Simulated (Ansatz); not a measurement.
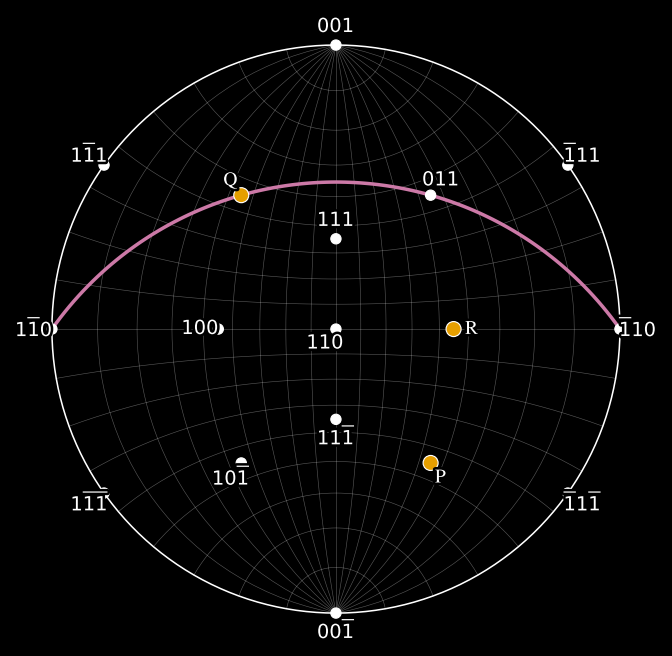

Crystal: BaF2, coordinates from a relaxation with Ansatz 0.2.0, DFT, LDA, plane waves, PAW. Stereographic projection of plane normals (upper hemisphere) centred on (1 1 0). Geometry calculated from the standardised cell; symmetry tolerance 0.002 Å.

a = 6.045 Å, b = 6.045 Å, c = 6.045 Å, α = 90.00°, β = 90.00°, γ = 90.00°.

> Index the poles marked P, Q, R.

P is (0 1 −1), 60.0° from the centre; Q is (1 0 1), 60.0° from the centre; R is (0 1 0), 45.0° from the centre.

> Which zone does the coloured great circle trace?

The zone [1 1 −1]: its poles satisfy h + k − l = 0.

> What is the angle between the normals of (1 1 1) and (1 1 −1), and what are their d_hkl = 1/|g|?

70.5°; d = 3.490 Å and 3.490 Å.
